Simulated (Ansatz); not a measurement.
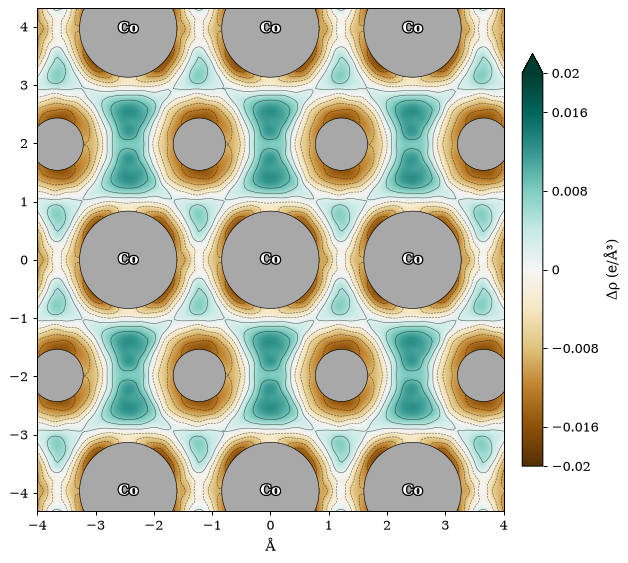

Co. Difference of the valence pseudo-densities of two functionals at the same geometry, on the (100) plane of the calculation cell: one of LDA and r2SCAN less the other.

Both computed with Ansatz (plane waves, PAW), on the same k-point mesh. Grey discs cover the atomic cores.

```cif
data_structure
_symmetry_space_group_name_H-M 'P 1'
_symmetry_Int_Tables_number 1
_cell_length_a 2.4386
_cell_length_b 2.4386
_cell_length_c 3.9668
_cell_angle_alpha 90.000
_cell_angle_beta 90.000
_cell_angle_gamma 120.000
_cell_volume 20.43
loop_
_atom_site_label
_atom_site_type_symbol
_atom_site_fract_x
_atom_site_fract_y
_atom_site_fract_z
_atom_site_occupancy
Co1 Co 0.66667 0.33333 0.75000 1
Co2 Co 0.33333 0.66667 0.25000 1
```

Q: Which was subtracted from which, and what does the map show?

A: It is r2SCAN less LDA. Against LDA, r2SCAN gives less density around Co (−0.007 e/Å³ on average at 1.0 Å from the nucleus).
